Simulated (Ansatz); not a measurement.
**Al3Cu2: geometry relaxation (part 2 of 2)**

Continued. System: Al3Cu2 (P-3m1, 5 atoms in the cell). Method: DFT, PBEsol, dispersion d3bjatm, plane waves, PAW, no spin polarisation (Ansatz 0.2.0); cutoff 420 eV, 12×12×8 k-mesh, Gaussian smearing of 0.1 eV. The structure derives from a Materials Project entry.

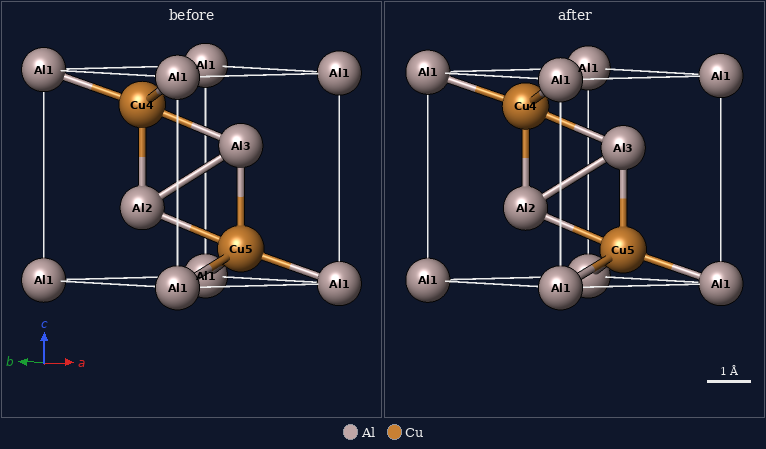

Figure 1. Before (left) and after (right) the relaxation, at one scale (ball-and-stick view of the cell of the calculation, seen at an oblique angle). The energy falls by 25.8 meV per cell of the calculation in 3 geometry steps. Largest force component: 0.059 eV/Å at the start, 0.0084 eV/Å at the end. The pressure goes from −3.42 to 0.02 GPa. The largest moves relative to the cell, 0.014 Å, are those of Cu4 and Cu5. Largest moves by element: Cu 0.014 Å, Al 0.010 Å. The volume changes by −3.0 %, with a = b 4.092 → 4.056 Å (−0.9 %), c 4.993 → 4.933 Å (−1.2 %). Distances before and after: Al2–Al3 2.798 → 2.760 Å, Al2–Cu4 2.548 → 2.513 Å, Al1–Cu4 2.495 → 2.467 Å, Al2–Cu5 2.545 → 2.530 Å. The space group stays P-3m1 (No. 164). A last SCF at the same geometry on a re-selected plane-wave basis shifts the energy by +0.8 meV per cell of the calculation. (Atoms are counted from 1 in the order of the input.)

```
basis re-selected at this cell: Δ(F+E_penalty+E_count) = +8.352e-4 eV, ΔP = -0.011 GPa vs the last step (what re-selecting the basis moved, of the pressure what is left beyond the Pulay correction that the steps carried, after the strain that the cell walked since its last selection, with what the two solves' SCF thresholds leave and, on support functions, any second-order correction that the steps lacked; it is no measure of the basis error at this ecutwfc). This SCF's stress stands 2.67e-2 GPa from its target on what of the cell is left free (relax.cell.stress_tol is 5.00e-2 GPa) and its largest allowed force component is 8.36e-3 eV/Å (relax.f_tol is 1.00e-2 eV/Å): within both
SCF converged after 6 iterations
Free energy (F): -14753.823667 eV
Harris-Foulkes:  -14753.823667 eV  (|F-HF|=3.64e-12)
Internal energy: -14753.817338 eV  (E = F + TS)
E sigma→0 (E₀):  -14753.820502 eV
Entropy (-TS):   -0.006329 eV (-1.266 meV/atom)
Fermi energy:    11.725925 eV
--- Per-component energies (eV) ---
  E_band       = -916.552932
  E_kinetic    = 674.434346
  E_local      = -11549.187241  (includes V_loc(G=0)·N_el)
  E_nonlocal   = 802.592522
  E_hartree    = 5186.121632
  E_xc         = -300.618483
  E_vxc        = -324.063289  (∫ρ·V_xc dr)
  E_paw        = -4607.593017  (= ΣΔE_a)
  E_vpaw       = -892.573058  (= ΣTr[D̂ρ^β])
  E_aug_tail   = 0.000439  (compensation charges beyond the density's cutoff)
  E_ewald      = -4958.230300
  E_disp       = -1.807057  (pairwise vdW)
  E_core_change = 0.469821  (= ΣΔE_core)
  E_smearing   = -0.006329  (= −TS)
  E_closure    = -0.000000  (closes the sum)
  Σ components = -14753.823667   (vs F -14753.823667, Δ=0.00e0)
--- Forces (eV/Å), atoms counted from 1 ---
  atom   1  Al    -0.00000000    -0.00000000     0.00000000
  atom   2  Al     0.00000000    -0.00000000    -0.00017400
  atom   3  Al    -0.00000000     0.00000000     0.00017400
  atom   4  Cu     0.00000000    -0.00000000     0.00836097
  atom   5  Cu    -0.00000000     0.00000000    -0.00836097
  max |Σ_I F_I| component: 1.16e-18 eV/Å
--- Stress (GPa, compression-positive) ---
        0.026739      -0.000000      -0.000000
       -0.000000       0.026739      -0.000000
       -0.000000      -0.000000       0.001507
  P = ⅓ Tr σ = 0.0183 GPa (0.183 kbar)
--- Band table (eV; the first three rows and the last of 131) ---
  k-point 0: bands = ["-102.3982", "-102.3966", "-59.9161", "-59.9093", "-59.9046", "-59.9046", "-59.8965", "-59.8965", "0.1922", "5.1183", "5.6630", "6.2023", "6.2023", "6.5684", "6.5684", "7.1144", "7.1144", "7.5114", "7.5114", "7.9900", "7.9970", "11.4821", "11.4821", "13.0839", "13.0839", "14.3756", "14.7078", "17.1699", "17.1699"]
  k-point 1: bands = ["-102.3982", "-102.3966", "-59.9161", "-59.9093", "-59.9046", "-59.9046", "-59.8965", "-59.8965", "0.2829", "4.5469", "5.8775", "6.1890", "6.1890", "6.5601", "6.5601", "7.1362", "7.1362", "7.4738", "7.5114", "7.5114", "9.0495", "11.5852", "11.5852", "13.1338", "13.1338", "14.3976", "14.7612", "16.2968", "16.2968"]
  k-point 2: bands = ["-102.3982", "-102.3966", "-59.9161", "-59.9093", "-59.9046", "-59.9046", "-59.8965", "-59.8965", "0.5484", "3.6245", "6.0417", "6.1594", "6.1594", "6.5385", "6.5385", "7.1940", "7.1940", "7.2848", "7.5051", "7.5051", "10.5210", "11.8879", "11.8879", "13.2640", "13.2640", "14.4596", "14.9092", "15.2338", "15.2338"]
  k-point 130: bands = ["-102.3974", "-102.3974", "-59.9144", "-59.9144", "-59.9058", "-59.8990", "-59.8990", "-59.8955", "4.7382", "4.8540", "4.8540", "5.2787", "5.2787", "6.0810", "6.7968", "6.7968", "6.8100", "7.2006", "7.4772", "7.4772", "7.7925", "7.8549", "7.8549", "9.2471", "16.5131", "16.9423", "16.9423", "17.8398", "17.8398"]
--- Relaxed structure (4 steps of the walk, 4 accepted, 1 SCFs on fresh bases) ---
  F+E_penalty+E_count = -14753.82366657 eV   max|allowed force component| = 8.361e-3 eV/Å   (the final SCF, on the basis selected at the relaxed cell)
  cell:  # Å, volume = 70.2622 Å³
    - [4.055555962873359, 1.0714880540671356e-33, -6.334277548022483e-18]
    - [-2.0277779814366794, 3.5122144903177874, 3.1671387740112418e-18]
    - [-7.728743843733055e-18, -6.152338522639266e-34, 4.932765234730755]
  atoms:
    - { symbol: Al, position: [-8.654498384713951e-36, 1.0869494759776665e-35, -6.948929965499201e-20] }
    - { symbol: Al, position: [0.33333333333333326, 0.6666666666666665, 0.35188996315088644] }
    - { symbol: Al, position: [0.6666666666666665, 0.33333333333333326, 0.6481100368491136] }
    - { symbol: Cu, position: [0.33333333333333326, 0.6666666666666665, 0.8424331212020568] }
    - { symbol: Cu, position: [0.6666666666666665, 0.33333333333333326, 0.15756687879794307] }
```

## Trajectory as extended XYZ (Å, eV, eV/Å), 5 frames, from step=1 to step=5
```
5
Lattice="4.0920 0.0000 0.0000 -2.0460 3.5437 0.0000 0.0000 0.0000 4.9928" Properties=species:S:1:pos:R:3:forces:R:3 step=1 energy=-14753.79873 pressure_GPa=-3.42
Al    0.0000    0.0000    0.0000    0.0000   0.0000   0.0000
Al    0.0000    2.3625    1.7471    0.0000   0.0000   0.0303
Al    2.0460    1.1812    3.2457    0.0000   0.0000  -0.0303
Cu    0.0000    2.3625    4.1915    0.0000   0.0000   0.0585
Cu    2.0460    1.1812    0.8013    0.0000   0.0000  -0.0585
5
Lattice="4.0655 0.0000 0.0000 -2.0328 3.5208 0.0000 0.0000 0.0000 4.9568" Properties=species:S:1:pos:R:3:forces:R:3 step=2 energy=-14753.82107 pressure_GPa=-1.14
Al    0.0000    0.0000    0.0000    0.0000   0.0000   0.0000
Al    0.0000    2.3472    1.7400    0.0000   0.0000   0.0030
Al    2.0328    1.1736    3.2167    0.0000   0.0000  -0.0030
Cu    0.0000    2.3472    4.1669    0.0000   0.0000   0.0522
Cu    2.0328    1.1736    0.7899    0.0000   0.0000  -0.0522
5
Lattice="4.0547 0.0000 0.0000 -2.0273 3.5115 0.0000 0.0000 0.0000 4.9319" Properties=species:S:1:pos:R:3:forces:R:3 step=3 energy=-14753.82444 pressure_GPa=0.11
Al    0.0000    0.0000    0.0000    0.0000   0.0000   0.0000
Al    0.0000    2.3410    1.7345    0.0000   0.0000   0.0031
Al    2.0273    1.1705    3.1974    0.0000   0.0000  -0.0031
Cu    0.0000    2.3410    4.1529    0.0000   0.0000   0.0208
Cu    2.0273    1.1705    0.7790    0.0000   0.0000  -0.0208
5
Lattice="4.0556 0.0000 0.0000 -2.0278 3.5122 0.0000 0.0000 0.0000 4.9328" Properties=species:S:1:pos:R:3:forces:R:3 step=4 energy=-14753.82450 pressure_GPa=0.03
Al    0.0000    0.0000    0.0000    0.0000   0.0000   0.0000
Al    0.0000    2.3415    1.7358    0.0000   0.0000  -0.0003
Al    2.0278    1.1707    3.1970    0.0000   0.0000   0.0003
Cu    0.0000    2.3415    4.1555    0.0000   0.0000   0.0084
Cu    2.0278    1.1707    0.7772    0.0000   0.0000  -0.0084
5
Lattice="4.0556 0.0000 0.0000 -2.0278 3.5122 0.0000 0.0000 0.0000 4.9328" Properties=species:S:1:pos:R:3:forces:R:3 step=5 energy=-14753.82367 pressure_GPa=0.02
Al    0.0000    0.0000    0.0000    0.0000   0.0000   0.0000
Al    0.0000    2.3415    1.7358    0.0000   0.0000  -0.0002
Al    2.0278    1.1707    3.1970    0.0000   0.0000   0.0002
Cu    0.0000    2.3415    4.1555    0.0000   0.0000   0.0084
Cu    2.0278    1.1707    0.7772    0.0000   0.0000  -0.0084
```

The run was set up as follows.

## The input
```yaml
crystal:
  lattice:
    - [4.0919516368, 0.0, 0.0]
    - [-2.0459758184, 3.5437340685, 0.0]
    - [0.0, 0.0, 4.9927787]
  atoms:
    - { symbol: Al, position: [0.0, 0.0, 0.0] }
    - { symbol: Al, position: [0.33333333, 0.66666667, 0.34992535] }
    - { symbol: Al, position: [0.66666667, 0.33333333, 0.65007465] }
    - { symbol: Cu, position: [0.33333333, 0.66666667, 0.83951213] }
    - { symbol: Cu, position: [0.66666667, 0.33333333, 0.16048787] }
basis:
  ecutwfc: 420
kpoints:
  mp_grid: { grid: [12, 12, 8] }
hamiltonian:
  xc: pbesol
  dispersion: d3bjatm
scf:
  occupations: { method: gaussian, width: 0.1 }
output:
  forces: true
  eigenvalues: true
  stress: true
relax:
  adjacent_minimum: "off"
  f_tol: 0.01
  max_steps: 80
  cell: { stress_tol: 0.05 }
```

Launched with:
```bash
ansatz run input.yaml --threads 2 --pin off --max-ram 5120MiB --backend cpu --events-out ev --progress --plain --runs-dir out
```

## Key numbers

| quantity | value |
| --- | --- |
| outcome | converged |
| space group (tolerance 0.01 Å) | P-3m1 (164) |
| electrons treated | 47 |
| free energy | −14753.8237 eV |
| Fermi energy | 11.726 eV |
| gap on the k-point mesh | none (metallic) |
| pressure | 0.02 GPa |
| final volume | 70.26 Å³ |
| largest force (length of the vector) at the end | 0.008 eV/Å |
| final cell | a = 4.056 Å, b = 4.056 Å, c = 4.933 Å, α = 90.00°, β = 90.00°, γ = 120.00° |
| hardware | 2 threads of Intel Xeon @ 2.50GHz (Skylake/Cascade Lake), 189 GiB of memory available, shared host |
| wall time | 67 s (CPU time 2.2 min) |
| peak memory | 0.54 GiB |

Settings chosen away from the usual ones: hamiltonian.dispersion set to d3bjatm.
